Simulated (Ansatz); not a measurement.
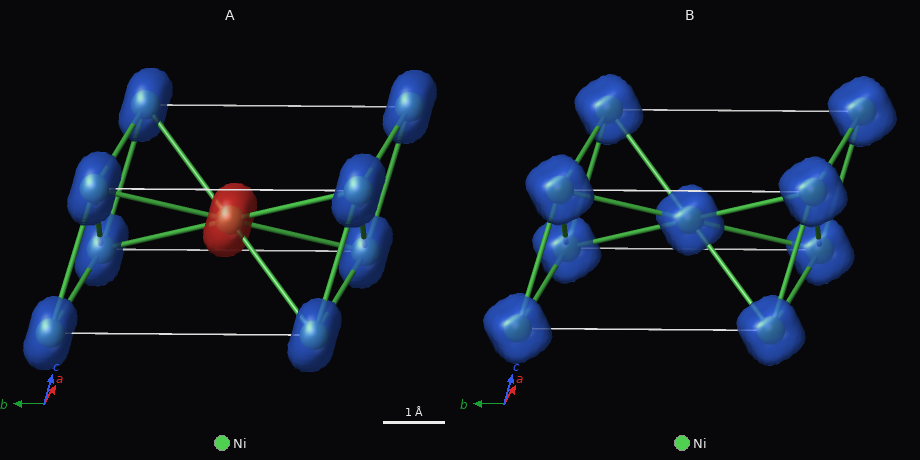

The picture shows: Ni. Spin density of two self-consistent states of the same cell, at +0.3 (blue) and −0.3 e/Å³ (red).

Space group Fm-3m; Hubbard U of 6.2 eV on Ni d only; spin-polarised.

All numbers below come from Ansatz 0.2.0, DFT, PBE+U, PAW, plane waves, scalar-relativistic.

In a PAW calculation such maps are meaningful between the atoms, not at the nuclei.

```xyz
2
Lattice="1.7728 -1.7728 0.0000 1.7728 3.5456 1.7728 0.0000 -1.7728 1.7728" Properties=species:S:1:pos:R:3 pbc="T T T"
Ni    0.0000    0.0000    0.0000
Ni    1.7728    0.0000    1.7728
```

### Which magnetic state is the more stable, and how do they differ?

State A: antiferromagnetic in this solution, which needn't be the ground state, with some nearest magnetic neighbours parallel and some opposed; Ni: +0.7 μB and −0.7 μB in one cell of 2 atoms. State B: parallel main moments (a ferromagnetic arrangement) in this solution; Ni: +0.8 μB (×2) in one cell of 2 atoms. State B lies lower by 113 meV per atom.
